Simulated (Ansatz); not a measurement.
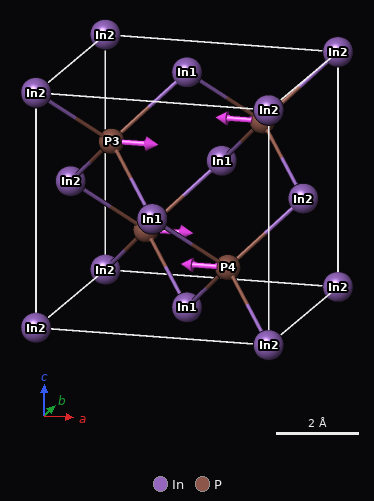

Lattice vibrations of solid InP, at the zone centre of a doubled cell. The levels lie at 66 (×2), 170, 284 (×3), 299 (×2), 306 cm⁻¹. One mode is drawn. Displacements are drawn as pink arrows; their common scale and sign are arbitrary. Style: ball-and-stick. Shown: the conventional cell (2 times the calculation's cell), slightly off an axis. Lengths and directions refer to the drawn axes.

Computed with DFT PBE, scalar-relativistic, plane waves, PAW in Ansatz. Settings: plane-wave cutoff 420 eV; k-point mesh 8 × 8 × 6; occupations gaussian; smearing width 0.05 eV; no spin polarisation.

Frequencies are those without the non-analytic (LO–TO) term.

To which level does it belong?

Answer. The level at 306 cm⁻¹. This is a non-degenerate mode, the highest level (the three translations aside). The In atoms stay at rest; all motion is along a; atoms of one kind move against one another, with no net shift of their sublattice. It changes sign from one half of the doubled cell to the other: it belongs to the zone boundary, q = (0, 1/2, 1/2) in the reciprocal vectors of the undoubled cell.
